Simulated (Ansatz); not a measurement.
# Starting-point dependence of the GW gap of SiC (Moissanite)

Aim: G0W0 for SiC (Moissanite) on several starting functionals, at one mesh, band count and screening cutoff.

Main program and level: Ansatz 0.2.0; G0W0 on several functionals, plane waves, PAW.

In doubt: masses and optical values from hybrid runs of this build are listed as unsure (step 4), which bears on the screening that GW takes from such a start.

**1. The structure**

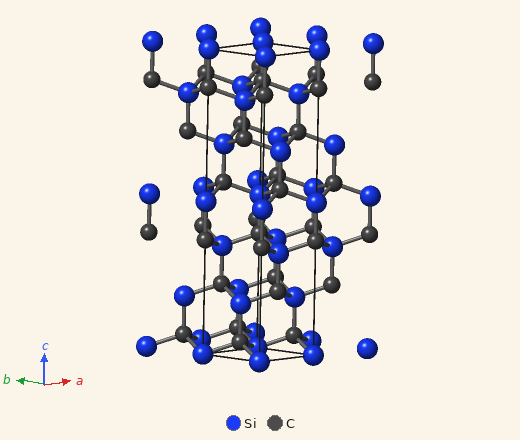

Start, viewed from a free direction; silicon blue, carbon dark grey. 2×2×1 cells are drawn. Bonds to atoms that aren't drawn are left out. Some periodic images of atoms are drawn too.

The cell and positions come from the Crystallography Open Database and are kept as given unless a step says otherwise. The default PAW set here is soft_2. Its files were made with PBE.

**2. G0W0 on LDA**

G0W0 replaces the xc potential by the self-energy, built once from these orbitals. Only a window of levels is corrected, while the sums run over the empty bands that the input names.

This step: G0W0 on LDA, plane waves, PAW.

input.yaml reads:

```yaml
crystal:
  lattice:
    - [3.081, 0.0, 0.0]
    - [-1.5405, 2.6682242691, 0.0]
    - [0.0, 0.0, 15.1248]
  atoms:
    - { symbol: Si, position: [0.0, 0.0, 0.0] }
    - { symbol: Si, position: [0.0, 0.0, 0.5] }
    - { symbol: Si, position: [0.3333333333, 0.6666666667, 0.1664] }
    - { symbol: Si, position: [0.6666666667, 0.3333333333, 0.6664] }
    - { symbol: Si, position: [0.6666666667, 0.3333333333, 0.3329] }
    - { symbol: Si, position: [0.3333333333, 0.6666666667, 0.8329] }
    - { symbol: C, position: [0.3333333333, 0.6666666667, 0.0412] }
    - { symbol: C, position: [0.6666666667, 0.3333333333, 0.5412] }
    - { symbol: C, position: [0.6666666667, 0.3333333333, 0.208] }
    - { symbol: C, position: [0.3333333333, 0.6666666667, 0.708] }
    - { symbol: C, position: [0.0, 0.0, 0.3746] }
    - { symbol: C, position: [0.0, 0.0, 0.8746] }
kpoints:
  mp_grid: { grid: [6, 6, 2] }
hamiltonian:
  xc: lda
scf:
  occupations: { method: fixed }
gw:
  n_empty_bands: 265
  ecut_chi: 96
  qp_bands: [v4, c4]
  qp_kpoints: band_edges
  screening: { model: contour_deformation }
```

On the command line:

```sh
$ ansatz run input.yaml --threads 3 --pin off --max-ram 92160MiB --backend cuda --events-out ev --progress --plain --runs-dir out --devices 1 --max-vram 13GiB  # rebuilt from the run's record
```

Numbers of over 12 decimals in the logs are rounded to 6 here.

The program printed:

```text
GPUs: using 1 of 1 available (devices: 1).
Engine: ansatz 0.2.0, x86_64-unknown-linux-gnu
Pseudopotentials: kind: paw
Pseudopotential: Si, paw, valence charge 4, recommended cutoff 420 eV (normal), Si.paw.azcp
Pseudopotential: C, paw, valence charge 4, recommended cutoff 420 eV (normal), C.paw.azcp
Functional definition: SPW92
  exchange = slater_x
  correlation = pw_c
device memory: the entry about to start is reckoned to put 2.1 GiB on a device that reports 41.0 GiB free (of which the cap on the GPU budget leaves the run 13.0 GiB)
GPU FFT provider: cuFFT
GPU libraries: cuBLAS 13.8.2, cuFFT 12.4.0, cuSOLVER 12.3.4
Crystal: 12 atoms, lattice volume = 124.338 Å³
Basis set: ecut = 420 eV, 2415 PW (Γ)
Bands: 36, of which v1, the nominal top of the filled ones, is band 24 counted from 1 (23 counted from 0)
Symmetry: 12 space group operations
Space group: P63mc (ITA 186), of the structure as read, at distance tolerance 5.0e-5 Å
k-points: 14 of 72
Non-local potential: Si, projectors of the file, l = 0: 2, l = 1: 2, l = 2: 2
Non-local potential: C, projectors of the file, l = 0: 2, l = 1: 2, l = 2: 1
PAW form: soft (Blöchl's): semilocal exchange-correlation on the pseudo side does not see the compensation charge
PAW frozen core: Si, regenerated for the run's functional, and the local potential with it (the file was generated under x = pbe(κ = 0.804, μ = 0.219515), c = pbe(β = 0.066725))
PAW frozen core: C, regenerated for the run's functional, and the local potential with it (the file was generated under x = pbe(κ = 0.804, μ = 0.219515), c = pbe(β = 0.066725))
PAW one-centre angular grid: Si, 110 points (default); XC on 64 Gauss nodes
PAW one-centre angular grid: C, 110 points (default); XC on 64 Gauss nodes
Initial density: superposition of atomic densities (neutral atoms: chi_scale 0, normalization atom), corrected by the library's trained network
Initial wavefunctions: pseudopotential atomic-orbital guess
GPU buffer pool allocated for 62208 grid points (all kernels)
GPU transforms: local potential and band sums: pruned to the plane-wave sphere, on 24×24×108
Functional: x = slater, c = lda
SCF iter   1: F=—  HF=-5113.164605 eV  |F-HF|=—  |Δ(HF+E_count)|=         —  Δρ=7.58e-3  dr2=7.39e-2  ethr=1.77e-3  ⟨swp⟩=4.7  Hψ=2075  notcnv=0  defer=135
preconditioner: auto → none  [insulator: Δε(μ)=1.894 eV  Ē_g=11.818 eV  n_scr=10 (ndim 8)  ℏωp=23.1 eV  f_vac=0.000  ε∞_Penn≈4.8]
SCF iter   2: F=—  HF=-5113.144306 eV  |F-HF|=—  |Δ(HF+E_count)|=   2.03e-2  Δρ=3.40e-3  dr2=6.95e-3  ethr=1.54e-4  ⟨swp⟩=2.2  Hψ=912  notcnv=0  defer=140
SCF iter   3: F=—  HF=-5113.142651 eV  |F-HF|=—  |Δ(HF+E_count)|=   1.65e-3  Δρ=1.42e-3  dr2=1.28e-3  ethr=1.45e-5  ⟨swp⟩=2.1  Hψ=731  notcnv=0  defer=140
SCF iter   4: F=—  HF=-5113.142796 eV  |F-HF|=—  |Δ(HF+E_count)|=   1.45e-4  Δρ=7.01e-4  dr2=1.98e-3  ethr=2.66e-6  ⟨swp⟩=2.6  Hψ=736  notcnv=0  defer=140
SCF iter   5: F=—  HF=-5113.142353 eV  |F-HF|=—  |Δ(HF+E_count)|=   4.43e-4  Δρ=1.08e-4  dr2=2.60e-5  ethr=2.66e-6  ⟨swp⟩=2.3  Hψ=626  notcnv=0  defer=140
SCF iter   6: F=—  HF=-5113.142350 eV  |F-HF|=—  |Δ(HF+E_count)|=   3.75e-6  Δρ=1.85e-5  dr2=5.67e-7  ethr=5.42e-8  ⟨swp⟩=2.1  Hψ=674  notcnv=0  defer=95
SCF iter   7: F=—  HF=-5113.142349 eV  |F-HF|=—  |Δ(HF+E_count)|=   4.67e-8  Δρ=8.25e-6  dr2=1.34e-7  ethr=2.08e-10  ⟨swp⟩=11.9  Hψ=2630  notcnv=0
SCF iter   8: F=-5113.142349 eV  HF=-5113.142349 eV  |F-HF|=1.96e-9  |Δ(HF+E_count)|=   2.34e-8  Δρ=3.64e-6  dr2=1.05e-8  ethr=2.08e-10  ⟨swp⟩=2.6  Hψ=903  notcnv=0
SCF 1 converged in 8 iterations: F = -5113.142349 eV  dr2 = 1.05e-8
  greatest PAW one-centre occupation: 0.637 electrons in one spin orbital (limit 2), on the C atom at site 7 (counted from 0), in its partial waves of l = 0
device memory: the entry about to start is reckoned to put 3.0 GiB on a device that reports 42.1 GiB free (of which the cap on the GPU budget leaves the run 13.0 GiB)
NSCF: frozen V_eff on 14 k-points
the band table was solved once the SCF had ended and its energy, with any forces and stress, was formed, with the checks that follow a solve (2096 applications of the Hamiltonian). They found nothing against the state; the energy, forces and stress were not computed again (output.eigenvalues in the input reference)
device memory: the entry about to start is reckoned to put 5.0 GiB on a device that reports 42.1 GiB free (of which the cap on the GPU budget leaves the run 13.0 GiB)
NSCF: frozen V_eff on 14 k-points
G₀W₀ screening: q 1/14
[... further progress lines ...]
SCF converged after 8 iterations
Free energy (F): -5113.142349 eV
Harris-Foulkes:  -5113.142349 eV  (|F-HF|=1.96e-9)
Internal energy: -5113.142349 eV  (E = F + TS)
E sigma→0 (E₀):  -5113.142349 eV
Fermi energy:    9.276299 eV
--- Per-component energies (eV) ---
  E_band       = 161.633919
  E_kinetic    = 813.917133
  E_local      = -639.876911  (includes V_loc(G=0)·N_el)
  E_nonlocal   = 323.237762
  E_hartree    = 191.641879
  E_xc         = -628.107986
  E_vxc        = -656.055619  (∫ρ·V_xc dr)
  E_paw        = -3467.820397  (= ΣΔE_a)
  E_vpaw       = -62.871856  (= ΣTr[D̂ρ^β])
  E_aug_tail   = 0.000076  (compensation charges beyond the density's cutoff)
  E_ewald      = -1707.016885
  E_core_change = 0.882979  (= ΣΔE_core)
  E_smearing   = -0.000000  (= −TS)
  E_closure    = 0.000000  (closes the sum)
  Σ components = -5113.142349   (vs F -5113.142349, Δ=0.00e0)
--- Band table (eV; the first three rows and the last of 14) ---
  k-point 0: bands = [... 20 lower, 8.9868, 9.2402, 9.2763, 9.2763, 14.3921, 14.5621, 14.9626, 15.4802, ... 8 higher]
  k-point 1: bands = [... 20 lower, 9.1810, 9.1810, 9.1810, 9.1810, 14.4584, 14.4584, 15.1951, 15.1951, ... 8 higher]
  k-point 2: bands = [... 20 lower, 8.4864, 8.5712, 8.9353, 9.0374, 13.9093, 14.2905, 14.3737, 15.0673, ... 8 higher]
  k-point 13: bands = [... 20 lower, 6.6408, 6.6408, 7.0056, 7.0056, 12.8592, 12.8592, 13.5155, 13.5155, ... 8 higher]
--- G₀W₀: contour deformation, 6 samples at zero and on the imaginary axis and 2 off it, 72 q-points, 265 empty bands' worth ---
  eigenvalues of the whole cell's RPA ε∞ on this k-mesh (on a slab, of 1 + 4πα/V) = 6.9872, 7.1723, 7.1723; static W/v taken at q = 0 is 0.139614
  bands read: the sum over 289 bands ends inside a degenerate multiplet in 7 slots, whose members it reads at an even weight; the widest, k=1: bands 289 to 292 (counted from 1) at 1/4 each
  gw.qp_kpoints: band_edges: 10 of 14 stored k-points solved, in 1 pass; an edge of the gap read off the rows below is read off those points alone
    valence top: of the k-points left out ik 8 came nearest to being solved in a further pass, in band 24 (counted from 1, as in the quasiparticle table): it holds the edge there only if its correction is more favourable than any solved in that band by at least 0.722 eV; those differ by 0.190 eV
    conduction bottom: of the k-points left out ik 10 came nearest to being solved in a further pass, in band 25 (counted from 1, as in the quasiparticle table): it holds the edge there only if its correction is more favourable than any solved in that band by at least 1.065 eV; those differ by 0.288 eV
    ik  band        ε_KS         Σx   Σc(E_QP)       V_xc       Z   E_QP_lin       E_QP  E_QP is
     0    21      8.9868   -18.3684     2.2897   -15.8875  0.7890     8.7954     8.7957  root
     0    22      9.2402   -18.2141     2.1395   -15.9212  0.7907     9.0867     9.0869  root
     0    23      9.2763   -18.3178     2.2107   -15.9463  0.7902     9.1154     9.1156  root
     0    24      9.2763   -18.3178     2.2107   -15.9463  0.7902     9.1154     9.1156  root
     0    25     14.3921    -9.1734    -4.7274   -14.7728  0.8016    15.2706    15.2642  root
     0    26     14.5621    -9.0715    -4.7759   -14.7235  0.8005    15.4449    15.4382  root
     0    27     14.9626    -9.0430    -4.8480   -14.7711  0.7985    15.8498    15.8427  root
     0    28     15.4802    -8.8785    -4.9994   -14.7662  0.7935    16.3761    16.3685  root
     1    21      9.1810   -18.3305     2.2347   -15.9252  0.7898     9.0102     9.0104  root
     1    22      9.1810   -18.3305     2.2347   -15.9252  0.7898     9.0102     9.0104  root
     1    23      9.1810   -18.3305     2.2347   -15.9252  0.7898     9.0102     9.0104  root
     1    24      9.1810   -18.3305     2.2347   -15.9252  0.7898     9.0102     9.0104  root
     1    25     14.4584    -9.1390    -4.7445   -14.7573  0.8012    15.3387    15.3322  root
     1    26     14.4584    -9.1390    -4.7445   -14.7573  0.8012    15.3387    15.3322  root
     1    27     15.1951    -8.9367    -4.9124   -14.7358  0.7968    16.0893    16.0818  root
     1    28     15.1951    -8.9367    -4.9124   -14.7358  0.7968    16.0893    16.0818  root
     2    21      8.4864   -18.4022     2.3984   -15.7681  0.7871     8.2503     8.2507  root
     2    22      8.5712   -18.3924     2.3923   -15.7650  0.7874     8.3357     8.3362  root
     2    23      8.9353   -18.2483     2.2073   -15.8583  0.7895     8.7523     8.7526  root
     2    24      9.0374   -18.4503     2.2745   -15.9932  0.7892     8.8546     8.8549  root
     2    25     13.9093    -7.4273    -4.6440   -12.8564  0.8072    14.6994    14.6943  root
     2    26     14.2905    -7.4732    -4.7249   -13.0050  0.8042    15.1033    15.0974  root
     2    27     14.3737    -7.6905    -4.7183   -13.2411  0.8057    15.2121    15.2061  root
     2    28     15.0673    -7.5890    -4.8813   -13.3241  0.7998    15.9284    15.9211  root
[...]
13    21      6.6408   -18.0991     2.7743   -14.9385  0.7764     6.2531     6.2544  root
    13    22      6.6408   -18.0991     2.7743   -14.9385  0.7764     6.2531     6.2544  root
    13    23      7.0056   -18.2005     2.6737   -15.1757  0.7797     6.6533     6.6545  root
    13    24      7.0056   -18.2005     2.6737   -15.1757  0.7797     6.6533     6.6545  root
    13    25     12.8592    -7.0869    -4.2576   -12.0430  0.8122    13.5612    13.5577  root
    13    26     12.8592    -7.0869    -4.2576   -12.0430  0.8122    13.5612    13.5577  root
    13    27     13.5155    -7.3934    -4.4437   -12.5958  0.8072    14.2788    14.2742  root
    13    28     13.5155    -7.3934    -4.4437   -12.5958  0.8072    14.2788    14.2742  root
```

The job ended after 31 s (1 × NVIDIA H100 80GB HBM3 (shared by 6 runs) with 3 threads of AMD EPYC 7R13 (Zen 3), shared host; peak memory 1.4 GiB).

The column dr2 measures how far the density is from self-consistency, as an energy; F and HF (Harris–Foulkes) agree once it is small.

This step gave:

```
bands summed                                 : 289
RPA ε∞ on this mesh (eigenvalues)            : 6.987, 7.172, 7.172
plane waves in the screening matrix          : 295
q-points in the mesh                         : 72
G0W0 gap on the mesh                         : 2.713 eV
k of the valence top                         : 0, 0, 0
k of the conduction bottom                   : 0, -0.5, 0
starting gap on the mesh                     : 1.967 eV
Z at the valence top                         : 0.7902
Z at the conduction bottom                   : 0.8144
least direct G0W0 gap on the computed points : 3.926 eV
```

The gap on the mesh goes from 1.97 eV to 2.71 eV, a correction of +0.75 eV. Between the two edge states, bare exchange in place of the xc potential would open the gap by 6.85 eV, and correlation takes back 6.10 eV.

**3. G0W0 on PBE**

One-shot GW remembers its start. Another functional's orbitals and levels show by how much.

This step: G0W0 on PBE, plane waves, PAW.

Changes to input.yaml since step 2:

```diff
@@ -21,3 +21,3 @@
 hamiltonian:
-  xc: lda
+  xc: pbe
 scf:
```

The program printed:

```text
GPUs: using 1 of 1 available (devices: 1).
[...]
GPU FFT provider: cuFFT
GPU libraries: cuBLAS 13.8.2, cuFFT 12.4.0, cuSOLVER 12.3.4
Crystal: 12 atoms, lattice volume = 124.338 Å³
Basis set: ecut = 420 eV, 2415 PW (Γ)
Bands: 36, of which v1, the nominal top of the filled ones, is band 24 counted from 1 (23 counted from 0)
[... 1 set-up line as in the run before ...]
[...]
k-points: 14 of 72
[...]
GPU buffer pool allocated for 62208 grid points (all kernels)
[...]
SCF iter   1: F=—  HF=-5322.920596 eV  |F-HF|=—  |Δ(HF+E_count)|=         —  Δρ=2.37e-3  dr2=6.93e-3  ethr=1.77e-3  ⟨swp⟩=4.9  Hψ=2072  notcnv=0  defer=136
[...]
SCF iter   7: F=-5322.920997 eV  HF=-5322.920997 eV  |F-HF|=2.21e-8  |Δ(HF+E_count)|=   2.56e-7  Δρ=3.64e-6  dr2=3.88e-8  ethr=2.08e-10  ⟨swp⟩=11.9  Hψ=2450  notcnv=0
SCF 1 converged in 7 iterations: F = -5322.920997 eV  dr2 = 3.88e-8
[...]
NSCF: frozen V_eff on 14 k-points
[...]
G₀W₀ screening: q 1/14
[... further progress lines ...]
SCF converged after 7 iterations
Free energy (F): -5322.920997 eV
[...]
Internal energy: -5322.920997 eV  (E = F + TS)
E sigma→0 (E₀):  -5322.920997 eV
Fermi energy:    9.512835 eV
[...]
--- Band table (eV; the first three rows and the last of 14) ---
  k-point 0: bands = [... 20 lower, 9.2257, 9.4776, 9.5128, 9.5128, 14.6746, 14.8456, 15.2466, 15.7559, ... 8 higher]
  k-point 1: bands = [... 20 lower, 9.4181, 9.4181, 9.4181, 9.4181, 14.7415, 14.7415, 15.4797, 15.4797, ... 8 higher]
  k-point 2: bands = [... 20 lower, 8.7241, 8.8116, 9.1741, 9.2745, 14.2293, 14.6075, 14.7041, 15.3849, ... 8 higher]
  k-point 13: bands = [... 20 lower, 6.8884, 6.8884, 7.2515, 7.2515, 13.1856, 13.1856, 13.8244, 13.8244, ... 8 higher]
[...]
0    21      9.2257   -18.3835     2.3434   -15.6855  0.7904     8.8702     8.8711  root
     0    22      9.4776   -18.2300     2.1937   -15.7206  0.7921     9.1612     9.1619  root
     0    23      9.5128   -18.3347     2.2650   -15.7474  0.7916     9.1898     9.1905  root
     0    24      9.5128   -18.3347     2.2650   -15.7474  0.7916     9.1898     9.1905  root
     0    25     14.6746    -9.1256    -4.6610   -14.4799  0.8034    15.3719    15.3680  root
     0    26     14.8456    -9.0261    -4.7096   -14.4308  0.8022    15.5448    15.5408  root
     0    27     15.2466    -9.0106    -4.7830   -14.4943  0.8000    15.9518    15.9474  root
     0    28     15.7559    -8.8661    -4.9333   -14.5141  0.7948    16.4755    16.4706  root
[...]
13    25     13.1856    -7.0479    -4.1972   -11.7035  0.8132    13.6455    13.6441  root
    13    26     13.1856    -7.0479    -4.1972   -11.7035  0.8132    13.6455    13.6441  root
    13    27     13.8244    -7.3527    -4.3783   -12.2663  0.8083    14.3620    14.3597  root
    13    28     13.8244    -7.3527    -4.3783   -12.2663  0.8083    14.3620    14.3597  root
```

Wall time 44 s (1 × NVIDIA H100 80GB HBM3 (shared by 6 runs) with 3 threads); peak memory 1.4 GiB.

Numbers from this step:

- bands summed: 289
- RPA ε∞ on this mesh (eigenvalues): 6.876, 7.043, 7.043
- plane waves in the screening matrix: 295
- q-points in the mesh: 72
- G0W0 gap on the mesh: 2.712 eV
- k of the valence top: 0, 0, 0
- k of the conduction bottom: 0, -0.5, 0
- starting gap on the mesh: 2.013 eV
- Z at the valence top: 0.7916
- Z at the conduction bottom: 0.8157
- least direct G0W0 gap on the computed points: 3.927 eV

Against the run with 6×6×2 mesh, 265 empty bands, screening to 96 eV on LDA, the gap moves by −0.001 eV, while the start moved by +0.05 eV.

**4. G0W0 on HSE06**

This step: G0W0 on HSE06, plane waves, PAW.

Changes to input.yaml since step 3:

```diff
@@ -21,3 +21,3 @@
 hamiltonian:
-  xc: pbe
+  xc: hse06
 scf:
```

The program printed:

```text
GPUs: using 1 of 1 available (devices: 1).
[...]
davidson cushion auto → on  (no smearing: the cushion is to keep the highest requested band from converging to the state above it; pin scf.eigensolver.cushion to override)
[...]
GPU FFT provider: cuFFT
GPU libraries: cuBLAS 13.8.2, cuFFT 12.4.0, cuSOLVER 12.3.4
Crystal: 12 atoms, lattice volume = 124.338 Å³
Basis set: ecut = 420 eV, 2415 PW (Γ)
[...]
0    27     15.8601    -8.7946    -4.5464   -13.7006  0.8218    16.2207    16.2197  root
     0    28     16.4047    -8.6224    -4.6737   -13.6488  0.8175    16.7584    16.7574  root
[...]
13    25     13.5702    -6.7963    -4.0655   -11.1238  0.8332    13.8326    13.8321  root
    13    26     13.5702    -6.7963    -4.0655   -11.1238  0.8332    13.8326    13.8321  root
    13    27     14.2736    -7.1236    -4.2130   -11.6292  0.8289    14.5667    14.5662  root
    13    28     14.2736    -7.1236    -4.2130   -11.6292  0.8289    14.5667    14.5662  root
[key lines of the parts left out:]
Free energy (F): -5326.727585 eV
Fermi energy:    8.909673 eV
```

It took 65 s on 1 × NVIDIA H100 80GB HBM3 (shared by 6 runs) with 3 threads; peak memory 2 GiB.

Numbers from this step:

* bands summed: 289
* RPA ε∞ on this mesh (eigenvalues): 5.673, 5.764, 5.764
* plane waves in the screening matrix: 295
* G0W0 gap on the mesh: 3.089 eV
* k of the valence top: 0, 0, 0
* k of the conduction bottom: 0, -0.5, 0
* starting gap on the mesh: 2.903 eV
* least direct G0W0 gap on the computed points: 4.338 eV

Against the run with 6×6×2 mesh, 265 empty bands, screening to 96 eV on PBE, the gap moves by +0.38 eV, while the start moved by +0.89 eV.

**5. The starts together**

All on the 6×6×2 mesh with 265 empty bands and screening to 96 eV. Times are wall times on 1 × NVIDIA H100 80GB HBM3 (shared by 6 runs) with 3 threads of AMD EPYC 7R13 (Zen 3), shared host, good to a factor of about two.

| start | starting gap (eV) | shift (eV) | G0W0 gap (eV) | RPA ε∞ (harmonic mean) | Z (valence, conduction) | time |
| --- | --- | --- | --- | --- | --- | --- |
| LDA | 1.97 | +0.75 | 2.71 | 7.11 | 0.79, 0.81 | 31 s |
| PBE | 2.01 | +0.70 | 2.71 | 6.99 | 0.79, 0.82 | 44 s |
| HSE06 | 2.90 | +0.19 | 3.09 | 5.73 | 0.81, 0.84 | 65 s |

The parts of the quasiparticle energy at the two band edges (eV; QP = start + Σx + Σc − Vxc):

| run | edge | start | Σx | Σc | Vxc | Z | QP |
| --- | --- | --- | --- | --- | --- | --- | --- |
| LDA | valence top | 9.28 | -18.32 | 2.21 | -15.95 | 0.79 | 9.12 |
| LDA | conduction bottom | 11.24 | -7.60 | -3.89 | -12.08 | 0.81 | 11.83 |
| PBE | valence top | 9.51 | -18.33 | 2.27 | -15.75 | 0.79 | 9.19 |
| PBE | conduction bottom | 11.53 | -7.56 | -3.84 | -11.77 | 0.82 | 11.90 |
| HSE06 | valence top | 8.91 | -18.39 | 2.14 | -16.31 | 0.81 | 8.98 |
| HSE06 | conduction bottom | 11.81 | -7.25 | -3.78 | -11.28 | 0.84 | 12.07 |

For a hybrid start, Vxc holds its share of exact exchange.

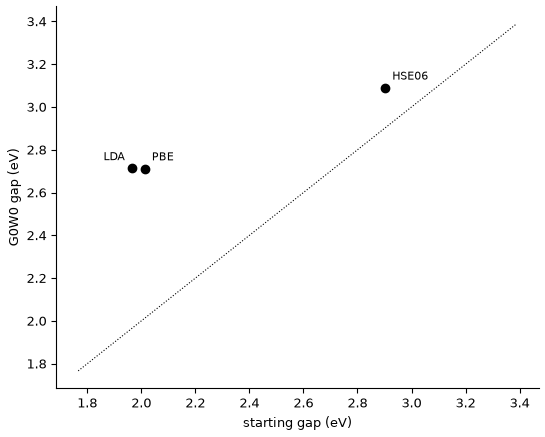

G0W0 gap against starting gap; on the dotted line the correction would vanish.

**6. Summary of results**

```json
{"G0W0@LDA": "2.71 eV (start 1.97 eV)", "G0W0@PBE": "2.71 eV (start 2.01 eV)", "G0W0@HSE06": "3.09 eV (start 2.90 eV)", "known limits": "not at the basis limit"}
```

In words: The starting gaps span 0.94 eV and the G0W0 gaps 0.38 eV. Between LDA and HSE06, 0.38 eV of the 0.94 eV survives, 40 %. HSE06 screens less than LDA (ε∞ 5.73 against 7.11). Of the 0.38 eV by which its G0W0 gap is higher, the correlation part gives +0.18 eV, and exchange with the one-particle terms, which follow the orbitals, +0.19 eV. The smallest correction, +0.19 eV, is on HSE06, the start nearest to reproducing itself. Bands and cutoff are finite, so the gap is not at the basis limit. The miss can reach some tenths of an eV and take either sign; the mesh is an error of its own.

[Paths, hosts, dates, memory and timing lines, banners, echoed tables and standing remarks are left out of the program output.]

[Logs are printed without paths, hosts, clocks, repeated set-up lines and the standing remarks that a program may print on its own settings, such as how far it seeks lower states.]

[Runs of the session that timed out or met a known fault of the program may be left out.]

[Cells called generated may have been cut or substituted from an entry of the Crystallography Open Database or the Materials Project.]

[Hosts, paths, dates, database ids (printed as entryN), source tags and the programs' standing remarks are cut or masked in the printed files.]
